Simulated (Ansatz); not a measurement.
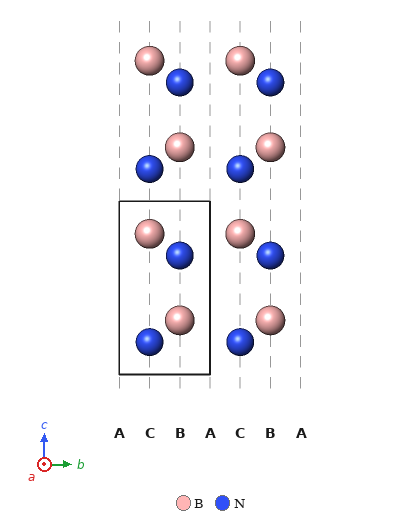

Projection along an edge of the hexagonal mesh, stacking direction c upwards. The dashed lines mark the three columns A (0, 0), B (1/3, 2/3) and C (2/3, 1/3). The sequence starts with the first layer at or above the cell's origin.

BN (space group P6_3mc, No. 186). Coordinates: coordinates from a relaxation with DFT PBE, scalar-relativistic, plane waves, PAW (Ansatz); the starting structure was generated, so it need not be a known form of this composition.

Give the sequence of layers in one repeat, with element and column.

Answer. N(C) – B(B) – N(B) – B(C) (four layers in 4.22 Å).

How are the N layers alone stacked?

Answer. N layers alone: CB, the hexagonal close-packed type.

Which positions between or in the N layers do the other atoms fill?

Answer. B: two tetrahedral sites in each hexagonal cell.

What short polytype symbol fits?

Answer. Polytype symbol 2H, the symbol of a tetrahedral polytype (number of double layers in the repeat and lattice).

Heights of the layers:

```tsv
layer	atoms (column)	height (Å)	to next (Å)
1	N(C)	0.79	0.53
2	B(B)	1.32	1.58
3	N(B)	2.90	0.53
4	B(C)	3.43	1.58
```
